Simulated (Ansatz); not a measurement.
## Electronic structure of Zr₂SiO₄ (slab) in real space

Input

```
crystal:
  lattice:
    - [3.597441458, 0.0, 0.0]
    - [-1.798720729, 3.1154756913, 0.0]
    - [0.0, 0.0, 21.3728427344]
  atoms:
    - { symbol: O, position: [0.0, 0.0, 0.1871533913] }
    - { symbol: Zr, position: [0.6666666667, 0.3333333333, 0.221511229] }
    - { symbol: O, position: [0.3333333333, 0.6666666667, 0.2558690668] }
    - { symbol: O, position: [0.6666666667, 0.3333333333, 0.3197992968] }
    - { symbol: Zr, position: [0.3333333333, 0.6666666667, 0.3546358399] }
    - { symbol: O, position: [0.0, 0.0, 0.3917514782] }
    - { symbol: Si, position: [0.0, 0.3333333333, 0.5321165217], spin: 2.0 }
basis:
  ecutwfc: 420
kpoints:
  mp_grid: { grid: [9, 9, 1] }
hamiltonian:
  xc: pbe
  pseudopotentials: { kind: paw, azcp: { folder: soft_1 } }
  dispersion: d3bj
scf:
  occupations: { method: gaussian, width: 0.05 }
output:
  forces: true
  eigenvalues: true
  populations: true
  write_density: true
  write_potential: true
  elf: true
  volumetric_format: npy
magnetization:
  spin_polarized: true
efield:
  axis: 3
  dipole_correction: true
  ramp_width: 0.04
```

Run with:

```sh
ansatz run input.yaml --threads 1 --pin off --max-ram 3072MiB --backend cpu --events-out ev --progress --plain --runs-dir out
```

A point of a scan over the structure, not its minimum; not relaxed (largest force 0.6 eV/Å); PAW files of the earlier set (soft_1); the program warned that a starting moment wasn't kept; spin-polarised, but the moments vanished.

All numbers below come from DFT PBE+D3(BJ), scalar-relativistic, plane waves, PAW in Ansatz.

Core electrons are frozen (PAW), and the valence fields are smoothed inside the atomic spheres.

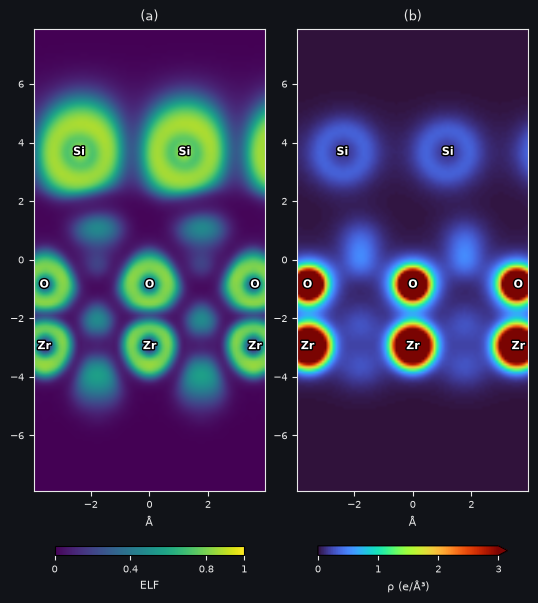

Figure 1. (a) ELF; (b) valence electron density on the (010) plane of the calculation cell, a cut from vacuum to vacuum.

> Read the bonding off the picture.

Atoms in the plane: Zr, O and Si. Zr–O (2.10 Å): ρ at the midpoint is about 0.69 e/Å³; the ELF peaks at about 0.85 in the valence shell of O, 0.6 Å from its nucleus, and drops to about 0.25 between the two atoms (no shared electron pair shows on this line). The density dies away to nearly zero in the vacuum. The features right at Zr lie inside the PAW spheres, where the map follows smoothed inner orbitals and isn't to be read closely.

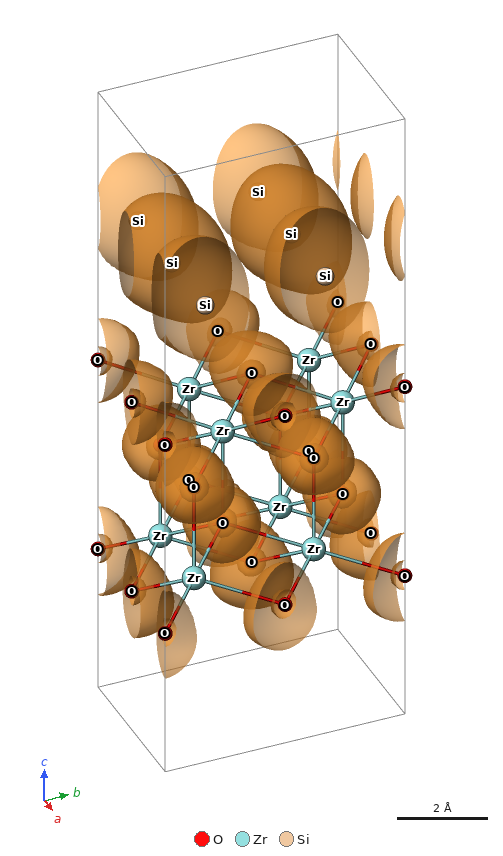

Figure 2. Isosurface of the electron localisation function at 0.65 (orange), seen slightly off an axis. Core shells and regions of very low density are left out. Sticks mark near contacts.

> Where are the electrons localised?

The ELF exceeds this value in four regions wrapped around O (the valence shell of each) and one region wrapped around Si (its valence shell), counted in one cell of 7 atoms. Counts are for one cell; the picture repeats the cell along the surface. Profiles from the grid: Si–O (3.23 Å): the ELF peaks at about 0.80 in the valence shell of Si, 0.9 Å from its nucleus, and drops to about 0.05 between the two atoms; no localised pair shows between them.

> Does the calculation make it a metal, or give it a gap?

It is metallic or semimetallic at this level of theory: no gap opens.
